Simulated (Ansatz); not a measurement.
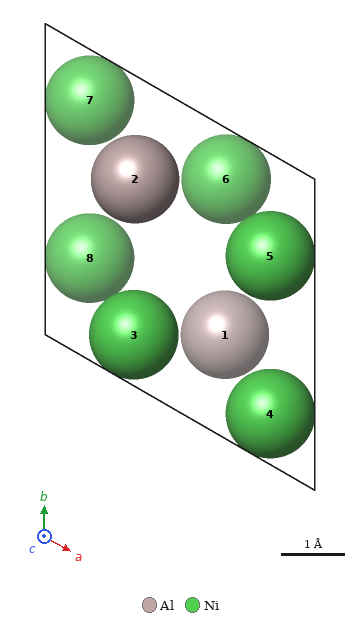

The starting structure (spheres-only view of the cell of the calculation, along the c axis; atoms are numbered from 1 in the order of the input). An atom can appear more than once, as a periodic image.

Run report: AlNi₃, geometry relaxation (part 1 of 2)

- system: AlNi₃ (8 atoms in the cell)
- method: DFT PBEsol, scalar-relativistic, plane waves, PAW, spin-polarised (Ansatz 0.2.0)

The structure derives from a Materials Project entry. Figures and captions count atoms from 1; the log counts them from 0 in places.

Output
```
Engine: ansatz 0.2.0, x86_64-unknown-linux-gnu
Pseudopotentials: kind: paw
Pseudopotential: Al, paw, valence charge 3, recommended cutoff 420 eV (normal), Al.paw.azcp
Pseudopotential: Ni, paw, valence charge 18, recommended cutoff 420 eV (normal), Ni.paw.azcp
Functional definition: PBEsol
  exchange = pbesol_x
  correlation = pbesol_c
Crystal: 8 atoms, lattice volume = 87.793 Å³
Basis set: ecut = 420 eV, 1687 PW (Γ), exchange–correlation on 72×72×60 points (8 copies of the dense FFT grid, shifted against one another)
Bands: 70, of which v1, the nominal top of the filled ones, is band 57 counted from 1 (56 counted from 0)
Symmetry: 24 space group operations
Space group: P63/mmc (ITA 194), of the structure as read, at distance tolerance 4.4e-5 Å
Magnetic group: BNS 194.263 (UNI 1493), of the structure as read, at distance tolerance 4.4e-5 Å
k-points: 114 of 1440
Non-local potential: Al, projectors of the file, l = 0: 2, l = 1: 2, l = 2: 1
Non-local potential: Ni, projectors of the file, l = 0: 3, l = 1: 2, l = 2: 3, l = 3: 1
PAW form: soft (Blöchl's): semilocal exchange-correlation on the pseudo side does not see the compensation charge
PAW frozen core: Al, regenerated for the run's functional, and the local potential with it (the file was generated under x = pbe(κ = 0.804, μ = 0.2195149727645171), c = pbe(β = 0.06672455060314922))
PAW frozen core: Ni, regenerated for the run's functional, and the local potential with it (the file was generated under x = pbe(κ = 0.804, μ = 0.2195149727645171), c = pbe(β = 0.06672455060314922))
PAW one-centre angular grid: Al, 110 points (default); XC on 64 Gauss nodes
PAW one-centre angular grid: Ni, 590 points (default); XC on 64 Gauss nodes
Initial density: superposition of atomic densities (chi_scale 0.1, normalization cell)
Starting moments: Σ|m| = 1.26 μB on 6 of 8 sites
Initial wavefunctions: pseudopotential atomic-orbital guess
Functional: x = pbesol(κ = 0.804, μ = 0.12345679012345678), c = pbesol(β = 0.046)
SCF iter   1: F=—  HF=-35876.728947 eV  |F-HF|=—  |Δ(HF+E_count)|=         —  Δρ=5.59e-2 (↑5.59e-2 ↓4.32e-2)  dr2=4.88e0  dr2_m=3.92e-2  M=-1.256 μB ∫|m|=1.399 μB  β_m=0.30  ethr=3.10e-3  ⟨swp⟩=5.2  Hψ=54268  notcnv=0  defer=304
Mixer restart at iter 1: flushing history
preconditioner: auto → Kerker (q_TF=auto, 2.850 Å⁻¹)  [metal: Δε(μ)=0.001 eV  Ē_g=7.073 eV  σ=0.100 eV  W_gap=0.01  n_scr=26 (ndim 8)  ℏωp=32.2 eV  f_vac=0.000  D(μ)=9.18/eV (n_scr^D=136)]
spin=Collinear: Kerker preconditioning applied to the charge; magnetization (m = ρ↑ − ρ↓) channel mixes plain (no charge-response kernel on spin).
SCF iter   2: F=—  HF=-35875.487395 eV  |F-HF|=—  |Δ(HF+E_count)|=    1.24e0  Δρ=2.03e-2 (↑1.69e-2 ↓2.03e-2)  dr2=7.28e-1  dr2_m=3.03e-2  M=-1.281 μB ∫|m|=1.458 μB  β_m=0.29  ethr=3.10e-3  ⟨swp⟩=2.0  Hψ=25854  notcnv=0  defer=1261
SCF iter   3: F=—  HF=-35877.653888 eV  |F-HF|=—  |Δ(HF+E_count)|=    2.17e0  Δρ=1.82e-2 (↑1.40e-2 ↓1.82e-2)  dr2=7.29e-1  dr2_m=1.98e-2  M=-1.282 μB ∫|m|=1.476 μB  β_m=0.56  ethr=6.38e-4  ⟨swp⟩=2.8  Hψ=23081  notcnv=0  defer=1264
SCF iter   4: F=—  HF=-35881.714720 eV  |F-HF|=—  |Δ(HF+E_count)|=    4.06e0  Δρ=2.05e-2 (↑2.05e-2 ↓2.02e-2)  dr2=1.32e0  dr2_m=4.73e-4  M=-1.186 μB ∫|m|=1.437 μB  β_m=0.76  ethr=6.38e-4  ⟨swp⟩=2.3  Hψ=24844  notcnv=0  defer=1262
SCF iter   5: F=—  HF=-35882.420726 eV  |F-HF|=—  |Δ(HF+E_count)|=   7.06e-1  Δρ=2.84e-3 (↑2.84e-3 ↓2.81e-3)  dr2=5.85e-2  dr2_m=2.13e-4  M=-1.063 μB ∫|m|=1.305 μB  β_m=0.91  ethr=6.38e-4  ⟨swp⟩=2.7  Hψ=27706  notcnv=0  defer=1409
SCF iter   6: F=—  HF=-35882.410969 eV  |F-HF|=—  |Δ(HF+E_count)|=         —  Δρ=4.87e-3 (↑4.11e-3 ↓4.87e-3)  dr2=4.14e-2  dr2_m=1.27e-4  M=-1.027 μB ∫|m|=1.257 μB  β_m=0.91  ethr=5.13e-5  ⟨swp⟩=2.0  Hψ=25237  notcnv=0  defer=1409
Mixer restart at iter 6: flushing history
SCF iter   7: F=—  HF=-35882.442926 eV  |F-HF|=—  |Δ(HF+E_count)|=   3.20e-2  Δρ=6.57e-3 (↑6.57e-3 ↓5.24e-3)  dr2=5.94e-2  dr2_m=4.02e-4  M=-1.001 μB ∫|m|=1.225 μB  β_m=0.47  ethr=3.63e-5  ⟨swp⟩=2.0  Hψ=31444  notcnv=0  defer=1432
SCF iter   8: F=—  HF=-35882.418667 eV  |F-HF|=—  |Δ(HF+E_count)|=   2.43e-2  Δρ=7.06e-4 (↑7.06e-4 ↓5.40e-4)  dr2=3.62e-4  dr2_m=1.50e-5  M=-1.021 μB ∫|m|=1.247 μB  β_m=0.75  ethr=3.63e-5  ⟨swp⟩=2.0  Hψ=24251  notcnv=0  defer=1430
SCF iter   9: F=—  HF=-35882.418291 eV  |F-HF|=—  |Δ(HF+E_count)|=   3.76e-4  Δρ=2.50e-4 (↑1.59e-4 ↓2.50e-4)  dr2=4.25e-5  dr2_m=5.13e-6  M=-1.028 μB ∫|m|=1.253 μB  β_m=0.87  ethr=3.17e-7  ⟨swp⟩=2.4  Hψ=28537  notcnv=0  defer=1414
SCF iter  10: F=—  HF=-35882.418317 eV  |F-HF|=—  |Δ(HF+E_count)|=   2.55e-5  Δρ=4.36e-5 (↑4.36e-5 ↓3.00e-5)  dr2=1.88e-6  dr2_m=1.59e-7  M=-1.027 μB ∫|m|=1.252 μB  β_m=0.94  ethr=3.73e-8  ⟨swp⟩=2.0  Hψ=26642  notcnv=0  defer=1406
SCF iter  11: F=—  HF=-35882.418317 eV  |F-HF|=—  |Δ(HF+E_count)|=   7.18e-7  Δρ=1.88e-5 (↑1.88e-5 ↓1.45e-5)  dr2=7.03e-7  dr2_m=5.21e-9  M=-1.027 μB ∫|m|=1.252 μB  β_m=0.97  ethr=1.65e-9  ⟨swp⟩=1.7  Hψ=21920  notcnv=0  defer=1406
SCF iter  12: F=—  HF=-35882.418317 eV  |F-HF|=—  |Δ(HF+E_count)|=   5.18e-8  Δρ=3.28e-6 (↑3.28e-6 ↓2.69e-6)  dr2=2.12e-8  dr2_m=1.32e-10  M=-1.027 μB ∫|m|=1.253 μB  β_m=0.98  ethr=6.17e-10  ⟨swp⟩=2.1  Hψ=19931  notcnv=0  defer=1406
SCF iter  13: F=-35882.418317 eV  HF=-35882.418317 eV  |F-HF|=9.99e-9  |Δ(HF+E_count)|=   1.72e-9  Δρ=2.95e-6 (↑2.95e-6 ↓1.69e-6)  dr2=1.26e-8  dr2_m=3.55e-10  M=-1.027 μB ∫|m|=1.252 μB  ethr=1.86e-11  ⟨swp⟩=7.8  Hψ=68653  notcnv=0
SCF 1 converged in 13 iterations: F = -35882.418317 eV  dr2 = 1.26e-8
  greatest PAW one-centre occupation: 1.001 electrons in one spin orbital (limit 2), on the Ni atom at site 7 (counted from 0), in its partial waves of l = 1
relax step   1: F+E_penalty+E_count = -35882.41831737 eV  Δ(F+E_penalty+E_count) = +0.000e0 eV  max|allowed force component| = 1.034e-2 eV/Å  Δτ_max = 0.0000 Å  P = -1.073 GPa  Ω = 87.793 Å³  (13 SCF iters, dr2 threshold 1.00e-7 eV, accepted)
Crystal: 8 atoms, lattice volume = 87.545 Å³
Initial density: handed on by an earlier stage of this run
Starting moments: Σ|m| = 1.26 μB on 6 of 8 sites; this step starts from the density that it was given
Initial wavefunctions: those handed on with the density
iter 1 solved again at ethr=4.59e-7 eV; its pass at ethr=3.10e-3 eV (dr2=5.24e-4 eV) is discarded
SCF iter   1: F=—  HF=-35882.419933 eV  |F-HF|=—  |Δ(HF+E_count)|=         —  Δρ=5.01e-4 (↑5.01e-4 ↓4.33e-4)  dr2=5.26e-4  dr2_m=1.95e-6  M=-1.028 μB ∫|m|=1.253 μB  β_m=0.65  ethr=4.59e-7  ⟨swp⟩=2.0  Hψ=60756  notcnv=0
preconditioner: auto → none  [metal: Δε(μ)=0.003 eV  Ē_g=7.606 eV  σ=0.100 eV  W_gap=0.02  n_scr=8 (ndim 8)  ℏωp=32.2 eV  f_vac=0.001  D(μ)=8.72/eV (n_scr^D=118)]
SCF iter   2: F=—  HF=-35882.420133 eV  |F-HF|=—  |Δ(HF+E_count)|=   2.00e-4  Δρ=8.84e-4 (↑8.84e-4 ↓7.91e-4)  dr2=1.55e-3  dr2_m=2.12e-6  M=-1.026 μB ∫|m|=1.250 μB  β_m=0.26  ethr=4.59e-7  ⟨swp⟩=2.0  Hψ=28168  notcnv=0  recentre
SCF iter   3: F=—  HF=-35882.419762 eV  |F-HF|=—  |Δ(HF+E_count)|=   3.72e-4  Δρ=6.11e-5 (↑6.11e-5 ↓4.90e-5)  dr2=4.36e-6  dr2_m=4.09e-7  M=-1.027 μB ∫|m|=1.252 μB  β_m=0.47  ethr=4.59e-7  ⟨swp⟩=3.0  Hψ=30514  notcnv=0
SCF iter   4: F=—  HF=-35882.419804 eV  |F-HF|=—  |Δ(HF+E_count)|=   4.21e-5  Δρ=7.60e-5 (↑7.60e-5 ↓1.38e-5)  dr2=4.16e-6  dr2_m=9.58e-7  M=-1.026 μB ∫|m|=1.250 μB  β_m=0.62  ethr=3.82e-9  ⟨swp⟩=2.0  Hψ=27538  notcnv=0
SCF iter   5: F=—  HF=-35882.419821 eV  |F-HF|=—  |Δ(HF+E_count)|=   1.74e-5  Δρ=7.51e-5 (↑7.51e-5 ↓1.53e-5)  dr2=5.68e-6  dr2_m=8.42e-7  M=-1.025 μB ∫|m|=1.249 μB  β_m=0.58  ethr=3.65e-9  ⟨swp⟩=2.0  Hψ=22649  notcnv=0
SCF iter   6: F=—  HF=-35882.419838 eV  |F-HF|=—  |Δ(HF+E_count)|=   1.69e-5  Δρ=1.93e-5 (↑1.35e-5 ↓1.93e-5)  dr2=1.55e-7  dr2_m=1.73e-7  M=-1.023 μB ∫|m|=1.247 μB  β_m=0.75  ethr=3.65e-9  ⟨swp⟩=2.2  Hψ=27340  notcnv=0
SCF iter   7: F=—  HF=-35882.419840 eV  |F-HF|=—  |Δ(HF+E_count)|=   1.87e-6  Δρ=1.23e-5 (↑1.04e-5 ↓1.23e-5)  dr2=2.83e-7  dr2_m=3.29e-9  M=-1.022 μB ∫|m|=1.246 μB  β_m=0.82  ethr=1.36e-10  ⟨swp⟩=3.0  Hψ=33433  notcnv=0
iter 8 did not close the SCF: its close was put off for a magnetic moment that had not settled (scf_convergence_deferred on its scf_iter line)
SCF iter   8: F=-35882.419840 eV  HF=-35882.419840 eV  |F-HF|=6.81e-7  |Δ(HF+E_count)|=   4.90e-7  Δρ=2.28e-5 (↑2.28e-5 ↓1.37e-5)  dr2=7.88e-7  dr2_m=1.85e-8  M=-1.022 μB ∫|m|=1.246 μB  β_m=0.84  ethr=1.36e-10  ⟨swp⟩=2.0  Hψ=46025  notcnv=0
SCF iter   9: F=-35882.419840 eV  HF=-35882.419840 eV  |F-HF|=1.69e-8  |Δ(HF+E_count)|=   1.04e-7  Δρ=3.68e-6 (↑3.68e-6 ↓2.02e-6)  dr2=1.98e-8  dr2_m=6.15e-10  M=-1.022 μB ∫|m|=1.246 μB  ethr=1.36e-10  ⟨swp⟩=2.0  Hψ=45545  notcnv=0
SCF 2 converged in 9 iterations: F = -35882.419840 eV  dr2 = 1.98e-8
  greatest PAW one-centre occupation: 1.001 electrons in one spin orbital (limit 2), on the Ni atom at site 6 (counted from 0), in its partial waves of l = 1
relax step   2: F+E_penalty+E_count = -35882.41984013 eV  Δ(F+E_penalty+E_count) = -1.523e-3 eV  max|allowed force component| = 6.193e-3 eV/Å  Δτ_max = 0.0004 Å  P = -0.509 GPa  Ω = 87.545 Å³  energy of the carried Pulay correction = +8.460e-5 eV  (9 SCF iters, dr2 threshold 8.00e-7 eV, accepted)
Crystal: 8 atoms, lattice volume = 87.317 Å³
iter 1 solved again at ethr=4.17e-7 eV; its pass at ethr=3.10e-3 eV (dr2=4.76e-4 eV) is discarded
SCF iter   1: F=—  HF=-35882.420487 eV  |F-HF|=—  |Δ(HF+E_count)|=         —  Δρ=4.51e-4 (↑4.51e-4 ↓4.30e-4)  dr2=4.80e-4  dr2_m=2.34e-6  M=-1.022 μB ∫|m|=1.246 μB  β_m=0.65  ethr=4.17e-7  ⟨swp⟩=2.0  Hψ=60957  notcnv=0
preconditioner: auto → none  [metal: Δε(μ)=0.001 eV  Ē_g=7.626 eV  σ=0.100 eV  W_gap=0.01  n_scr=8 (ndim 8)  ℏωp=32.3 eV  f_vac=0.001  D(μ)=8.70/eV (n_scr^D=118)]
SCF iter   2: F=—  HF=-35882.420662 eV  |F-HF|=—  |Δ(HF+E_count)|=   1.75e-4  Δρ=8.41e-4 (↑8.41e-4 ↓7.30e-4)  dr2=1.38e-3  dr2_m=3.14e-6  M=-1.020 μB ∫|m|=1.243 μB  β_m=0.26  ethr=4.17e-7  ⟨swp⟩=2.0  Hψ=27977  notcnv=0  recentre
SCF iter   3: F=—  HF=-35882.420333 eV  |F-HF|=—  |Δ(HF+E_count)|=   3.29e-4  Δρ=7.93e-5 (↑7.93e-5 ↓6.26e-5)  dr2=5.46e-6  dr2_m=1.32e-6  M=-1.021 μB ∫|m|=1.244 μB  β_m=0.49  ethr=4.17e-7  ⟨swp⟩=3.0  Hψ=30955  notcnv=0
SCF iter   4: F=—  HF=-35882.420371 eV  |F-HF|=—  |Δ(HF+E_count)|=   3.76e-5  Δρ=8.49e-5 (↑8.49e-5 ↓1.38e-5)  dr2=4.72e-6  dr2_m=1.32e-6  M=-1.020 μB ∫|m|=1.242 μB  β_m=0.57  ethr=4.79e-9  ⟨swp⟩=2.1  Hψ=23895  notcnv=0
SCF iter   5: F=—  HF=-35882.420385 eV  |F-HF|=—  |Δ(HF+E_count)|=   1.44e-5  Δρ=7.25e-5 (↑7.25e-5 ↓1.03e-5)  dr2=4.15e-6  dr2_m=1.02e-6  M=-1.019 μB ∫|m|=1.242 μB  β_m=0.59  ethr=4.14e-9  ⟨swp⟩=2.0  Hψ=22761  notcnv=0
SCF iter   6: F=—  HF=-35882.420400 eV  |F-HF|=—  |Δ(HF+E_count)|=   1.51e-5  Δρ=1.90e-5 (↑9.45e-6 ↓1.90e-5)  dr2=8.32e-8  dr2_m=1.43e-7  M=-1.017 μB ∫|m|=1.240 μB  β_m=0.76  ethr=3.64e-9  ⟨swp⟩=2.4  Hψ=28646  notcnv=0
SCF iter   7: F=—  HF=-35882.420401 eV  |F-HF|=—  |Δ(HF+E_count)|=   6.74e-7  Δρ=9.69e-6 (↑9.09e-6 ↓9.69e-6)  dr2=2.03e-7  dr2_m=1.02e-9  M=-1.016 μB ∫|m|=1.238 μB  β_m=0.82  ethr=7.30e-11  ⟨swp⟩=2.8  Hψ=32351  notcnv=0
SCF iter   8: F=-35882.420401 eV  HF=-35882.420401 eV  |F-HF|=3.54e-7  |Δ(HF+E_count)|=   3.10e-7  Δρ=1.64e-5 (↑1.64e-5 ↓9.95e-6)  dr2=4.10e-7  dr2_m=9.17e-9  M=-1.017 μB ∫|m|=1.239 μB  ethr=7.30e-11  ⟨swp⟩=2.0  Hψ=46103  notcnv=0
SCF 3 converged in 8 iterations: F = -35882.420401 eV  dr2 = 4.10e-7
relax step   3: F+E_penalty+E_count = -35882.42040080 eV  Δ(F+E_penalty+E_count) = -5.607e-4 eV  max|allowed force component| = 4.347e-4 eV/Å  Δτ_max = 0.0004 Å  P = +0.017 GPa  Ω = 87.317 Å³  energy of the carried Pulay correction = +1.625e-4 eV  (8 SCF iters, dr2 threshold 8.00e-7 eV, accepted)
Basis set: ecut = 420 eV, 1687 PW (Γ), exchange–correlation on 72×72×54 points (8 copies of the dense FFT grid, shifted against one another)
Initial wavefunctions: pseudopotential atomic-orbital guess (no wavefunctions were taken with the density)
iter 1 solved again at ethr=1.67e-8 eV; its pass at ethr=3.10e-3 eV (dr2=1.91e-5 eV) is discarded
SCF iter   1: F=—  HF=-35882.420247 eV  |F-HF|=—  |Δ(HF+E_count)|=         —  Δρ=3.61e-6 (↑3.61e-6 ↓3.29e-6)  dr2=8.52e-9  dr2_m=8.77e-11  M=-1.017 μB ∫|m|=1.238 μB  β_m=0.65  ethr=1.67e-8  ⟨swp⟩=4.0  Hψ=101957  notcnv=0
preconditioner: auto → none  [metal: Δε(μ)=0.003 eV  Ē_g=7.626 eV  σ=0.100 eV  W_gap=0.02  n_scr=8 (ndim 8)  ℏωp=32.3 eV  f_vac=0.001  D(μ)=8.72/eV (n_scr^D=118)]
SCF iter   2: F=—  HF=-35882.420249 eV  |F-HF|=—  |Δ(HF+E_count)|=   2.81e-6  Δρ=2.73e-6 (↑2.73e-6 ↓1.48e-6)  dr2=9.37e-9  dr2_m=5.29e-10  M=-1.017 μB ∫|m|=1.238 μB  β_m=0.65  ethr=7.47e-12  ⟨swp⟩=2.6  Hψ=29635  notcnv=0
SCF iter   3: F=—  HF=-35882.420249 eV  |F-HF|=—  |Δ(HF+E_count)|=   2.47e-8  Δρ=2.57e-6 (↑1.30e-6 ↓2.57e-6)  dr2=5.15e-9  dr2_m=4.50e-10  M=-1.017 μB ∫|m|=1.238 μB  β_m=0.54  ethr=7.47e-12  ⟨swp⟩=2.0  Hψ=27566  notcnv=0
SCF iter   4: F=—  HF=-35882.420249 eV  |F-HF|=—  |Δ(HF+E_count)|=   4.55e-9  Δρ=1.77e-6 (↑1.77e-6 ↓2.79e-7)  dr2=1.66e-9  dr2_m=7.30e-10  M=-1.017 μB ∫|m|=1.238 μB  β_m=0.77  ethr=4.52e-12  ⟨swp⟩=2.0  Hψ=22811  notcnv=0
SCF iter   5: F=—  HF=-35882.420249 eV  |F-HF|=—  |Δ(HF+E_count)|=   9.40e-9  Δρ=9.74e-7 (↑9.74e-7 ↓5.17e-7)  dr2=3.52e-9  dr2_m=1.04e-10  M=-1.017 μB ∫|m|=1.239 μB  β_m=0.60  ethr=1.45e-12  ⟨swp⟩=2.5  Hψ=29764  notcnv=0
SCF iter   6: F=—  HF=-35882.420249 eV  |F-HF|=—  |Δ(HF+E_count)|=   5.50e-9  Δρ=5.68e-7 (↑5.68e-7 ↓1.89e-7)  dr2=3.15e-10  dr2_m=4.99e-11  M=-1.017 μB ∫|m|=1.239 μB  β_m=0.63  ethr=1.45e-12  ⟨swp⟩=2.0  Hψ=28066  notcnv=0
SCF iter   7: F=—  HF=-35882.420249 eV  |F-HF|=—  |Δ(HF+E_count)|=   4.08e-9  Δρ=2.19e-7 (↑2.19e-7 ↓1.03e-7)  dr2=6.25e-11  dr2_m=3.65e-12  M=-1.017 μB ∫|m|=1.239 μB  β_m=0.81  ethr=1.00e-12  ⟨swp⟩=2.0  Hψ=23519  notcnv=0
SCF iter   8: F=-35882.420249 eV  HF=-35882.420249 eV  |F-HF|=3.64e-11  |Δ(HF+E_count)|=  3.64e-10  Δρ=1.76e-7 (↑1.76e-7 ↓1.11e-7)  dr2=4.77e-11  dr2_m=9.88e-13  M=-1.017 μB ∫|m|=1.239 μB  ethr=1.00e-12  ⟨swp⟩=3.0  Hψ=59370  notcnv=0
SCF 4 converged in 8 iterations: F = -35882.420249 eV  dr2 = 4.77e-11
  greatest PAW one-centre occupation: 1.001 electrons in one spin orbital (limit 2), on the Ni atom at site 5 (counted from 0), in its partial waves of l = 1
relax step   4: F+E_penalty+E_count = -35882.42024939 eV  Δ(F+E_penalty+E_count) = +1.514e-4 eV  max|allowed force component| = 3.767e-4 eV/Å  Δτ_max = 0.0000 Å  P = +0.019 GPa  Ω = 87.317 Å³  stress off target by 3.42e-2 GPa  SCF on the basis re-selected at this cell (its energy is not comparable with the rows above)  (8 SCF iters)
```

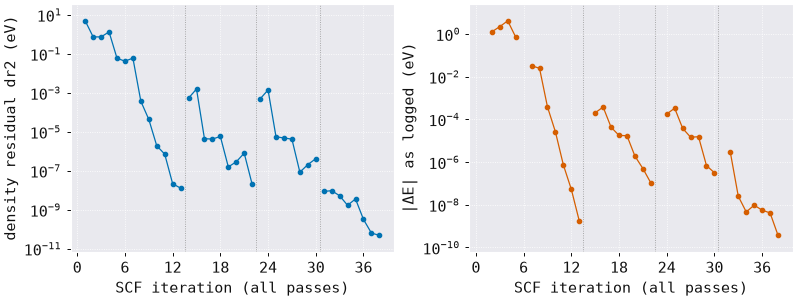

Convergence of the self-consistent field: density residual dr2 and size of the energy change against the SCF iteration. The dotted lines part the SCF passes of the relaxation: geometry steps, rejected trials and re-solves on a re-selected basis. The passes take 13, 9, 8 and 8 iterations.
